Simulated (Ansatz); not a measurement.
Consider Ti$_{8}$Si$_{17}$ (cell with a defect).

Input file:

```
crystal:
  lattice:
    - [4.8077378227, 4.1351811257, 4.2795976051]
    - [-4.8077378227, 4.1351811257, -4.2795976051]
    - [-4.8077378227, -4.1351811257, 4.2795976051]
  atoms:
    - { symbol: Ti, position: [0.5, 0.375, 0.375] }
    - { symbol: Ti, position: [0.5, 0.875, 0.875] }
    - { symbol: Ti, position: [0.0, 0.125, 0.625] }
    - { symbol: Ti, position: [0.0, 0.625, 0.125] }
    - { symbol: Ti, position: [0.0, 0.25, 0.25] }
    - { symbol: Ti, position: [0.0, 0.75, 0.75] }
    - { symbol: Ti, position: [0.5, 0.0, 0.5] }
    - { symbol: Ti, position: [0.5, 0.5, 0.0] }
    - { symbol: Si, position: [0.3368244589, 0.9618244589, 0.125] }
    - { symbol: Si, position: [0.3368244589, 0.4618244589, 0.625] }
    - { symbol: Si, position: [0.8368244589, 0.7118244589, 0.375] }
    - { symbol: Si, position: [0.8368244589, 0.2118244589, 0.875] }
    - { symbol: Si, position: [0.6631755411, 0.2881755411, 0.125] }
    - { symbol: Si, position: [0.6631755411, 0.7881755411, 0.625] }
    - { symbol: Si, position: [0.1631755411, 0.0381755411, 0.375] }
    - { symbol: Si, position: [0.1631755411, 0.5381755411, 0.875] }
    - { symbol: Si, position: [0.6631755411, 0.9131755411, 0.25] }
    - { symbol: Si, position: [0.6631755411, 0.4131755411, 0.75] }
    - { symbol: Si, position: [0.1631755411, 0.6631755411, 0.5] }
    - { symbol: Si, position: [0.1631755411, 0.1631755411, 0.0] }
    - { symbol: Si, position: [0.3368244589, 0.5868244589, 0.25] }
    - { symbol: Si, position: [0.3368244589, 0.0868244589, 0.75] }
    - { symbol: Si, position: [0.8368244589, 0.3368244589, 0.5] }
    - { symbol: Si, position: [0.8368244589, 0.8368244589, 0.0] }
    - { symbol: Si, position: [0.7976541289, 0.0600002047, 0.997766504] }
basis:
  ecutwfc: 420
  xc_grid: 2
kpoints:
  mp_grid: { grid: [4, 4, 4], shift: [0.5, 0.5, 0.5] }
hamiltonian:
  xc: pbe
scf:
  occupations: { method: gaussian, width: 0.1 }
output:
  forces: true
  stress: false
  eigenvalues: true
  write_density: true
  write_potential: true
  elf: true
  volumetric_format: npy
relax:
  adjacent_minimum: "off"
  f_tol: 0.02
  max_steps: 60
```

Command:

```sh
ansatz run input.yaml --threads 4 --pin off --max-ram 10240MiB --backend cpu --events-out ev --progress --plain --runs-dir out
```

The fields are those of the run's last geometry, not of the input's.

Computed without spin polarisation.

Level of theory: DFT PBE, scalar-relativistic, plane waves, PAW (Ansatz).

What can the converged valence pseudo-density and electron localisation function tell about the bonding?

Si–Si (2.19 Å): ρ at the midpoint is about 0.59 e/Å³; the ELF peaks at about 0.80 between the atoms.
Ti–Si (2.41 Å): ρ at the midpoint is about 0.4 e/Å³; the ELF peaks at about 0.70 in the valence shell of Si, 0.9 Å from its nucleus, and is about 0.35 at the midpoint.
Si–Si (2.24 Å): ρ is about 0.56 e/Å³ halfway; the ELF peaks at about 0.85 between the atoms.

Does the calculation make it a metal, or give it a gap?

It is gapless in this calculation (a metal or semimetal).

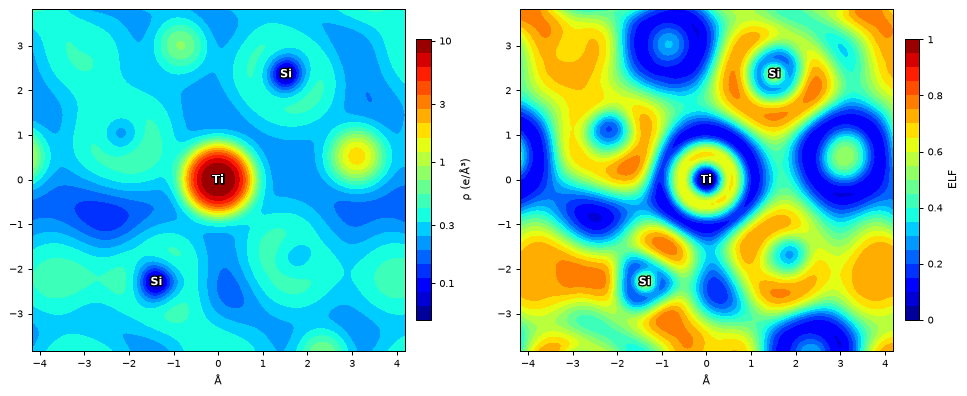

Computed valence pseudo-density and electron localisation function on the (001) plane of the calculation cell, in this order. Atoms just off the plane (Ti, 0.7 Å away and Si, 0.5 Å away) can leave unmarked features too.
